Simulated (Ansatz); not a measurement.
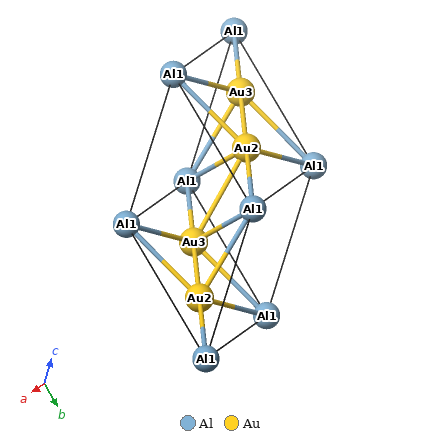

The system is AlAu₂ (I4/mmm, No. 139; 3 atoms in the cell); the picture shows the reference structure. The energy is mapped over the lattice constants a and c of the conventional cell. The first coordinate is: lattice constant a (and b); the second: lattice constant c. Nothing is relaxed (fractional coordinates fixed). Grid: 7 × 7 points. Points are written as (first, second). Energies: meV/atom, counted from the lowest grid point. These are results of Ansatz, DFT LDA, scalar-relativistic, plane waves, PAW, not measurements. Settings: cutoff 420 eV, k-mesh 16×16×16, gaussian smearing 0.15 eV, no spin polarisation.

Its coordinates:

```xyz
3
Lattice="-1.6523 1.6523 4.3287 1.6523 -1.6523 4.3287 1.6523 1.6523 -4.3287" Properties=species:S:1:pos:R:3 pbc="T T T"
Al    0.0000    0.0000    0.0000
Au    0.0000    0.0000    5.6883
Au    0.0000    0.0000    2.9691
```

Range: lattice constant a (and b) from 3.205 to 3.404 Å; lattice constant c from 7.965 to 9.350 Å.

Question: What will the energy surface look like?

Answer: The lowest grid point is at (3.305 Å, 8.657 Å). No other kind of well shows on this grid. The highest grid point, (3.205 Å, 7.965 Å), lies 238 meV/atom above the lowest. Round the minimum the valley is strongly tilted: raising lattice constant a (and b) shifts the best value of lattice constant c downwards (coupling k₁₂/√(k₁₁k₂₂) about 0.7).

| lattice constant c ↓, lattice constant a (and b) → | 3.205 | 3.239 | 3.272 | 3.305 | 3.338 | 3.371 | 3.404 |
| --- | --- | --- | --- | --- | --- | --- | --- |
| 9.350 | 34 | 40 | 51 | 68 | 89 | 115 | 145 |
| 9.119 | 21 | 18 | 22 | 33 | 49 | 70 | 95 |
| 8.888 | 18 | 8 | 5 | 9 | 19 | 34 | 55 |
| 8.657 | 33 | 14 | 3 | 0 | 3 | 13 | 27 |
| 8.427 | 70 | 42 | 22 | 11 | 7 | 9 | 17 |
| 8.196 | 136 | 97 | 68 | 48 | 35 | 29 | 29 |
| 7.965 | 238 | 188 | 149 | 118 | 95 | 80 | 72 |

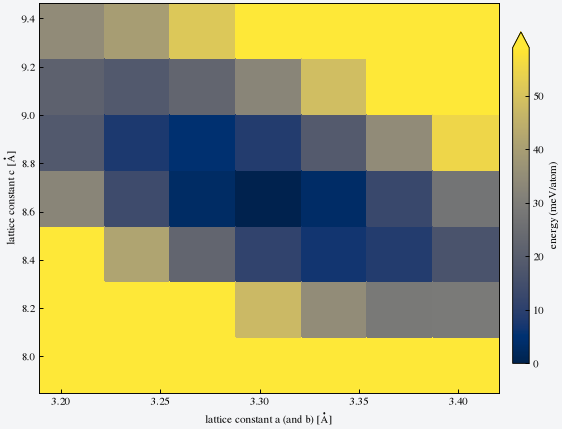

Drawn: one coloured cell a grid point, one colour for all values above the top of the scale.

Time for the 49 points that were run: 8.2 min on 2 threads of Arm Neoverse V1, with other jobs on the host.
